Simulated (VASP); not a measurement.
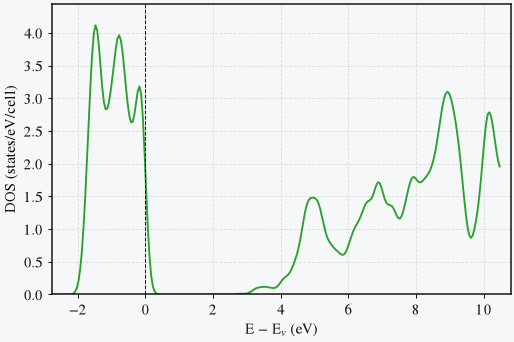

Density of states of CaO, space group P1 (No. 1), 2 atoms in the cell, zincblende type, strained and displaced. Method: DFT, PBE, plane waves, PAW, 8×8×8 k mesh, 520 eV cutoff, Fermi-Dirac smearing of 0.02 eV (VASP). Energies are counted from the top of the valence band. The curve is built from the levels of the k mesh with Gaussians 0.3 eV wide, which also blur the band edges.

There is a gap; over the k points computed it is 2.82 eV (indirect; the smallest direct gap is 3.15 eV). The upper group of valence states starts about 1.9 eV under the valence-band top, with a gap beneath it; it holds about 6 electrons a cell.

The atoms aren't at rest in this cell (largest force 3.6 eV/Å), so the relaxed material can differ. The cell is at 19 GPa in this functional.
